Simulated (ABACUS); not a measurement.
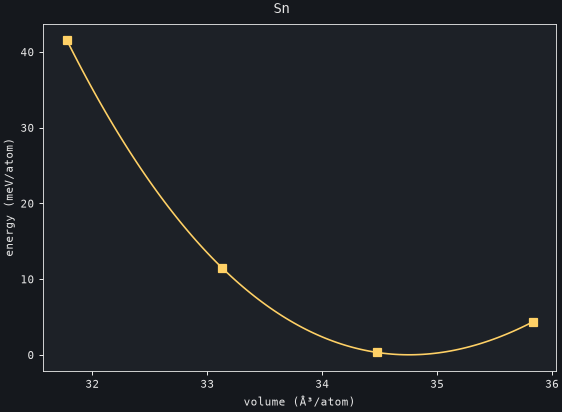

The figure shows the energy against volume for Sn, space group Fd-3m (No. 227).

Starting cell:
```yaml
crystal:
  lattice:
    - [0.00000, 3.23334, 3.23334]
    - [3.23334, 0.00000, 3.23334]
    - [3.23334, 3.23334, 0.00000]
  atoms:
    - { symbol: Sn, position: [0.75000, 0.75000, 0.75000] }
    - { symbol: Sn, position: [0.50000, 0.50000, 0.50000] }
```

How it was computed, with ABACUS 3.10.1: DFT in plane waves or numerical atomic orbitals with pseudopotentials, no spin polarisation; energies at scaled volumes of the given cell, shape and fractions fixed, counted from the fit's minimum, third-order Birch-Murnaghan fit. Level: PBEsol with D3.

- k mesh: 5×5×5
- occupations: Fermi–Dirac
- smearing width: 0.05 eV
- potentials: PseudoDojo NC SR 0.4.1 PBE standard
- wave cutoff: 993.2 eV
- density cutoff: 3973 eV
- program settings: basis pw

This calculation gives: equilibrium volume 34.76 Å³/atom and bulk modulus 44.2 GPa.

Now the level changes from PBEsol with D3 to PBEsol. What happens?

The equilibrium volume rises from 34.76 to 35.28 Å³/atom (+1.5 %) and the bulk modulus falls from 44.2 to 41.6 GPa (−5.9 %).

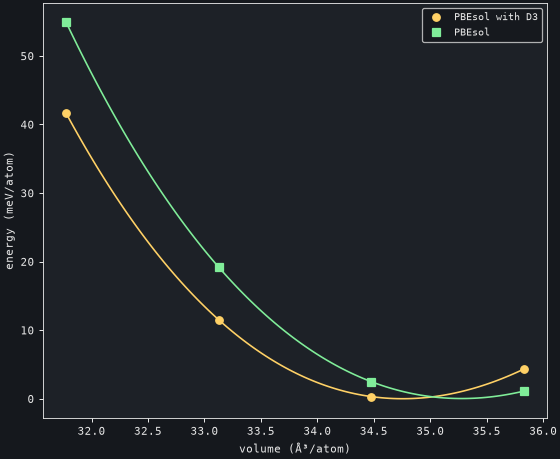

The two results together.

For both, limits of the calculation: coarse k mesh.

V0 and the bulk modulus come from third-order Birch–Murnaghan fits.
